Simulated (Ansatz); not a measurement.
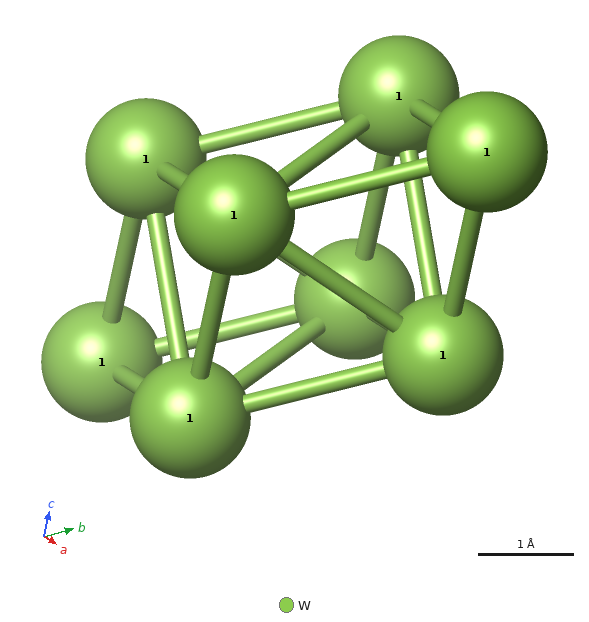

The structure (ball-and-stick view of the reduced cell, seen slightly off an axis; atoms are numbered from 1 in the order of the input). Near neighbours in the crystal (not all of them lie inside the picture): W has 12 W at 2.86 to 2.89 Å.

## Band-structure calculation of W

The run: band-structure calculation of W (R-3m, 1 atom in the cell). Method and program: DFT, LDA, all-electron LAPW, scalar-relativistic, no spin polarisation (Ansatz 0.2.0).

The structure derives from an entry of the Crystallography Open Database. It belongs to a series of runs on one base structure; here: equal xy, yz and zx shear strains of +1 %. Figures and captions count atoms from 1; the log counts them from 0 in places.

### Input file
```yaml
crystal:
  lattice:
    - [0.0203, 2.04015, 2.04015]
    - [2.04015, 0.0203, 2.04015]
    - [2.04015, 2.04015, 0.0203]
  atoms:
    - { symbol: W, position: [0.0, 0.0, 0.0] }
kpoints:
  mp_grid: { grid: [14, 14, 14] }
  band_path:
    path:
      - [0.0, 0.0, 0.0]
      - [0.5, 0.5, 0.5]
      - [0.247543133, 0.5, 0.752456867]
      - [-0.247543133, 0.247543133, 0.5]
      - [0.0, 0.0, 0.5]
      - [0.0, 0.0, 0.0]
      - [-0.3737715665, 0.0, 0.3737715665]
      - [0.0, 0.3737715665, 0.6262284335]
      - [0.0, 0.5, 0.5]
    npoints: 5
scf:
  occupations: { method: fermi_dirac, width: 0.05 }
hamiltonian:
  xc: lda
  pseudopotentials: { kind: all_electron, lapw: { basis_error: 0.00025 } }
output:
  forces: true
  stress: true
  eigenvalues: true
```

Machine: 1 thread of Intel Xeon (Sapphire Rapids), 64 GiB of memory available, shared host.

Launch command:
```bash
ansatz run input.yaml --threads 1 --pin off --max-ram 3072MiB --backend cpu --events-out ev --progress --plain --runs-dir out
```

### Log
```
LAPW: plane waves up to 8.854 Å⁻¹, error target 2.5e-4 eV per atom; small_component_spin mean_spin; W in spheres of 1.428 Å, 44 of its electrons in bands, Dirac shells [] (how accurate: hamiltonian.pseudopotentials.lapw.basis_error, Limitations)
Engine: ansatz 0.2.0, x86_64-unknown-linux-gnu
Pseudopotentials: kind: all_electron
Pseudopotential: W, LAPW, valence charge 44, lapw/all_electron/scalar/gaussian/W, Koelling and Harmon's equation, gaussian nucleus
Functional definition: SPW92
  exchange = slater_x
  correlation = pw_c
Crystal: 1 atoms, lattice volume = 16.730 Å³
Basis set: ecut = 298.64746177842204 eV, 181 PW (Γ), exchange–correlation at level 2
Bands: 27, of which v1, the nominal top of the filled ones, is band 22 counted from 1 (21 counted from 0)
Symmetry: 12 space group operations
Space group: R-3m (ITA 166), of the structure as read, at distance tolerance 2.6e-5 Å
k-points: 288 of 2744
Non-local potential: W, projectors of the file, none
Initial density: superposition of atomic densities (chi_scale 0.1, normalization cell)
Initial wavefunctions: plane waves of lowest kinetic energy (no species holds an atomic orbital)
Functional: x = slater, c = lda
iter 1 solved again at ethr=1.86e-4 eV; its pass at ethr=1.00e-1 eV (dr2=8.16e-2 eV) is discarded
SCF iter   1: F=—  HF=-438947.093452 eV  |F-HF|=—  |Δ(HF+E_count)|=         —  Δρ=3.03e-2  dr2=8.20e-2  ethr=1.86e-4  ⟨swp⟩=3.0  Hψ=47932  notcnv=0
preconditioner: auto → Kerker (q_TF=auto, 3.205 Å⁻¹)  [metal: Δε(μ)=0.007 eV  Ē_g=31.074 eV  σ=0.050 eV  W_gap=0.03  n_scr=14 (ndim 8)  ℏωp=46.3 eV  f_vac=0.000  D(μ)=1.20/eV (n_scr^D=14)]
SCF iter   2: F=—  HF=-438946.894548 eV  |F-HF|=—  |Δ(HF+E_count)|=   1.99e-1  Δρ=1.48e-2  dr2=2.40e-2  ethr=1.86e-4  ⟨swp⟩=2.0  Hψ=24226  notcnv=0
SCF iter   3: F=—  HF=-438946.878545 eV  |F-HF|=—  |Δ(HF+E_count)|=   1.60e-2  Δρ=9.66e-3  dr2=1.14e-2  ethr=5.46e-5  ⟨swp⟩=2.0  Hψ=22495  notcnv=0
SCF iter   4: F=—  HF=-438946.874590 eV  |F-HF|=—  |Δ(HF+E_count)|=         —  Δρ=5.55e-3  dr2=4.30e-3  ethr=2.60e-5  ⟨swp⟩=2.0  Hψ=22347  notcnv=0
the basis was enlarged: its passes take 1.4 MiB over the memory plan, 1 of 1 planned eigensolver slots
iter 5 solved again at ethr=7.40e-7 eV; its pass at ethr=9.76e-6 eV (dr2=3.26e-4 eV) is discarded
SCF iter   5: F=—  HF=-438946.874396 eV  |F-HF|=—  |Δ(HF+E_count)|=   1.94e-4  Δρ=1.40e-3  dr2=3.25e-4  ethr=7.40e-7  ⟨swp⟩=2.0  Hψ=38596  notcnv=0
SCF iter   6: F=—  HF=-438946.874409 eV  |F-HF|=—  |Δ(HF+E_count)|=   1.35e-5  Δρ=3.56e-4  dr2=1.91e-5  ethr=7.39e-7  ⟨swp⟩=2.0  Hψ=22854  notcnv=0
SCF iter   7: F=—  HF=-438946.874408 eV  |F-HF|=—  |Δ(HF+E_count)|=   9.84e-7  Δρ=1.00e-4  dr2=1.83e-6  ethr=4.35e-8  ⟨swp⟩=2.0  Hψ=22854  notcnv=0
SCF iter   8: F=—  HF=-438946.874408 eV  |F-HF|=—  |Δ(HF+E_count)|=   3.40e-7  Δρ=2.64e-5  dr2=1.10e-7  ethr=4.16e-9  ⟨swp⟩=2.0  Hψ=22854  notcnv=0
SCF iter   9: F=-438946.874408 eV  HF=-438946.874408 eV  |F-HF|=4.25e-9  |Δ(HF+E_count)|=   2.17e-8  Δρ=9.11e-6  dr2=1.09e-8  ethr=2.50e-10  ⟨swp⟩=2.0  Hψ=22854  notcnv=0
SCF 1 converged in 9 iterations: F = -438946.874408 eV  dr2 = 1.09e-8
NSCF: frozen V_eff on 41 k-points
SCF converged after 9 iterations
Free energy (F): -438946.874408 eV
Harris-Foulkes:  -438946.874408 eV  (|F-HF|=4.25e-9)
Internal energy: -438946.864838 eV  (E = F + TS)
E sigma→0 (E₀):  -438946.869623 eV
Entropy (-TS):   -0.009570 eV (-9.570 meV/atom)
Fermi energy:    26.639899 eV
--- Per-component energies (eV) ---
  E_band       = -4428.514802
  E_kinetic    = 491461.931020
  E_xc         = -8575.355867
  E_electrostatic = -921833.439991  (all electrons and nuclei)
  E_smearing   = -0.009570  (= −TS)
  E_closure    = 0.000000  (closes the sum)
  E_atoms      = -438934.780873  (free atoms, spherical and without spin; not in F)
  Σ components = -438946.874408   (vs F -438946.874408, Δ=0.00e0)
  Basis errors (estimates in eV, not in F): energy 5.5e-5 per atom: plane waves 4.6e-5 (2.3e-5 summed), levels above the bands 9.3e-111, relativity 6.3e-9, radial functions 8.6e-6, core shells 6.3e-9; eigenvalues (radial functions only) 1.0e-6; not estimated: angular momenta, meshes, grids; target (lapw.basis_error) 2.5e-4; muffin-tin radii W 1.428 Å
--- Forces (eV/Å), atoms counted from 1 ---
  atom   1  W      0.00000000     0.00000000     0.00000000
  max |Σ_I F_I| component: 1.31e-31 eV/Å
--- Stress (GPa, compression-positive) ---
      -17.602055       1.256553       1.256553
        1.256553     -17.602055       1.256553
        1.256553       1.256553     -17.602055
  P = ⅓ Tr σ = -17.6021 GPa (-176.021 kbar)
--- Band table (eV; the first three rows and the last of 288) ---
  k-point 0: bands = ["-389.9816", "-389.9803", "-389.9803", "-205.5938", "-205.5938", "-205.5726", "-205.5726", "-205.5690", "-46.9495", "-10.6575", "-10.6165", "-10.6165", "-1.1970", "-1.1970", "-1.1922", "-1.1803", "-1.1497", "-1.1497", "-1.1438", "17.8172", "25.9216", "26.1788", "26.1788", "29.1025", "29.1025", "39.5259", "44.3021"]
  k-point 1: bands = ["-389.9816", "-389.9803", "-389.9803", "-205.5938", "-205.5938", "-205.5726", "-205.5726", "-205.5690", "-46.9446", "-10.6843", "-10.6547", "-10.6245", "-1.1972", "-1.1961", "-1.1913", "-1.1789", "-1.1515", "-1.1499", "-1.1454", "18.0383", "25.9404", "26.0945", "26.2889", "29.0056", "29.0110", "39.9616", "43.6960"]
  k-point 2: bands = ["-389.9816", "-389.9803", "-389.9803", "-205.5938", "-205.5938", "-205.5726", "-205.5726", "-205.5690", "-46.9307", "-10.8392", "-10.6797", "-10.6467", "-1.1980", "-1.1934", "-1.1886", "-1.1749", "-1.1566", "-1.1527", "-1.1478", "18.6620", "25.5921", "26.2863", "26.5453", "28.8342", "28.8534", "40.9475", "42.3270"]
  k-point 287: bands = ["-389.9816", "-389.9803", "-389.9803", "-205.5938", "-205.5938", "-205.5726", "-205.5726", "-205.5690", "-46.8575", "-11.7022", "-10.7515", "-10.7515", "-1.1997", "-1.1913", "-1.1913", "-1.1702", "-1.1702", "-1.1513", "-1.1423", "21.1518", "25.9272", "25.9272", "27.2251", "31.4712", "31.4712", "36.4013", "39.2618"]
```

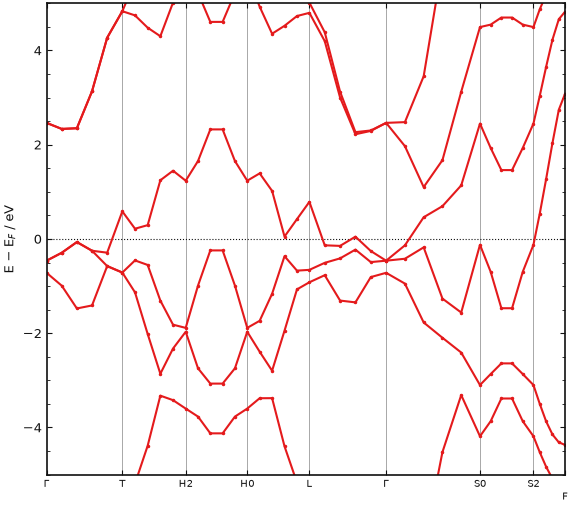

Band structure along Γ–T–H2–H0–L–Γ–S0–S2–F, with energies from the Fermi level. Bands cross the Fermi level: a metal at this level of theory.

### Summary

| quantity | value |
| --- | --- |
| outcome | converged |
| space group (tolerance 0.01 Å) | R-3m (166) |
| electrons in bands (core shells apart) | 44 |
| free energy | −438946.8744 eV |
| Fermi energy | 26.640 eV |
| pressure | −17.60 GPa |
| electronic character | metal |
| largest force (length of the vector) | under 0.001 eV/Å |
| wall time | 39 s |
| peak memory | 0.65 GiB |

### Notes

Spin–orbit coupling is left out, which matters for W. The cell is under a tension of 17.6 GPa at this level, so it is not at its equilibrium volume.
